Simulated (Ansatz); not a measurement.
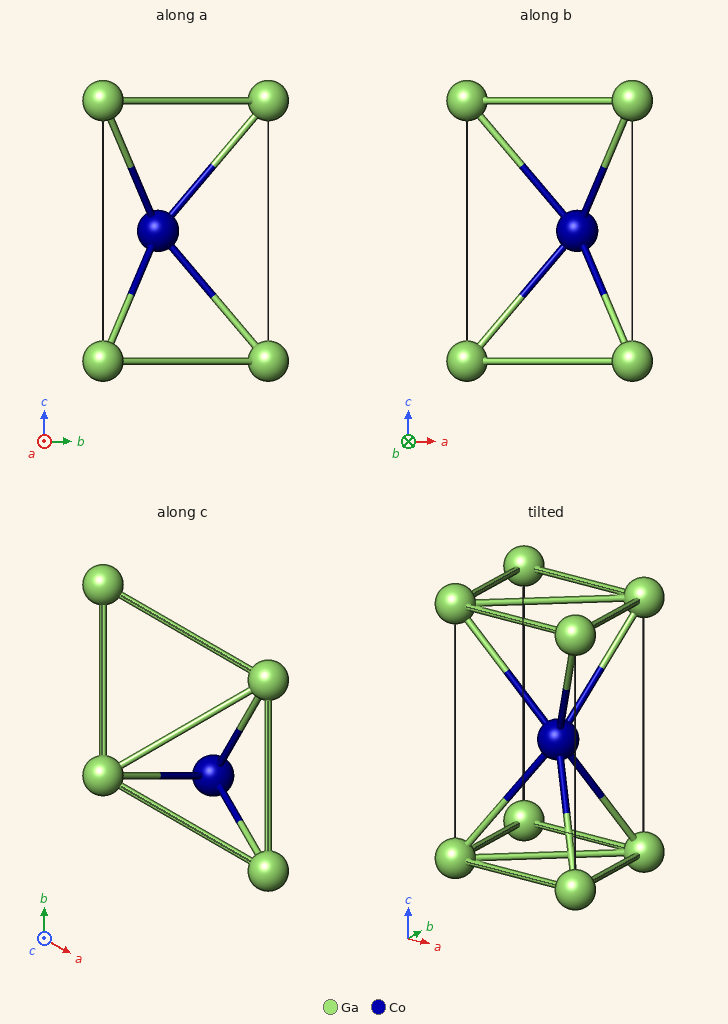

Structure drawing (ball-and-stick), viewed along the a axis, along the b axis, along the c axis and slightly off an axis. The parallelepiped is the conventional unit cell.

Lattice parameters: a = 2.776 Å, b = 2.776 Å, c = 3.790 Å, α = 90.00°, β = 90.00°, γ = 120.00°.

Put the structure into a table of Wyckoff sites.

Answer. Space group P-6m2 (No. 187).
```
atom  site       x       y       z
  Ga    1a  0.0000  0.0000  0.0000
  Co    1f  0.6667  0.3333  0.5000
```

The structure comes from a structure type filled with these elements by a generator (whether the compound takes this form wasn't checked). The picture shows the end point of a geometry optimisation with DFT PBE, scalar-relativistic, plane waves, PAW in Ansatz.
